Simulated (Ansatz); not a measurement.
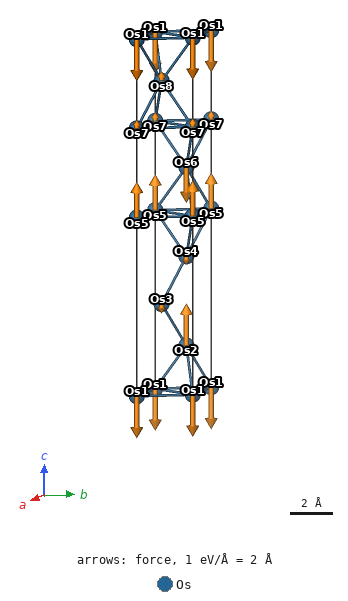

Starting geometry of solid Os (a generated structure, set up in P-3m1) with the computed forces as orange arrows. Style: ball-and-stick. Shown: the cell of the calculation, slightly off an axis.

Case: stacking ABCBABAC.

Computed with DFT PBE, scalar-relativistic, plane waves, PAW in Ansatz. Settings: plane-wave cutoff 420 eV; k-point mesh 18 × 18 × 3; occupations gaussian; smearing width 0.1 eV; no spin polarisation; cell and atoms relaxed; force threshold 0.01 eV/Å; at most 45 steps.

Is this structure relaxed? If not, where do the atoms go?

Answer. It isn't relaxed: the largest force vector, on Os atoms, is 1.03 eV/Å. The atoms end up moving mostly along the starting forces (cosine between the two patterns 0.95). The energy falls by 14.2 meV per atom in 3 accepted moves (6 points after the start). Largest force component: 1 eV/Å at the start, 0.0007 eV/Å at the end. The pressure goes from 1.39 to 0.00 GPa. The line search rejected the trial steps at points 1, 3 of the run. At 1 point the geometry stayed and the basis and grid were re-selected for the new cell (energy shift of less than 0.05 meV per atom at most each time). The largest moves relative to the cell, 0.056 Å, are those of Os1 and Os2. Os1 goes along −c. Cell: a = b 2.753 → 2.744 Å (−0.3 %), c 17.404 → 17.585 Å (+1.0 %). Volume +0.4 %. Some distances before and after: Os1–Os2 2.694 → 2.802 Å, Os4–Os5 2.694 → 2.738 Å, Os5–Os6 2.694 → 2.652 Å, Os1–Os8 2.694 → 2.668 Å. The space group stays P-3m1 (No. 164).
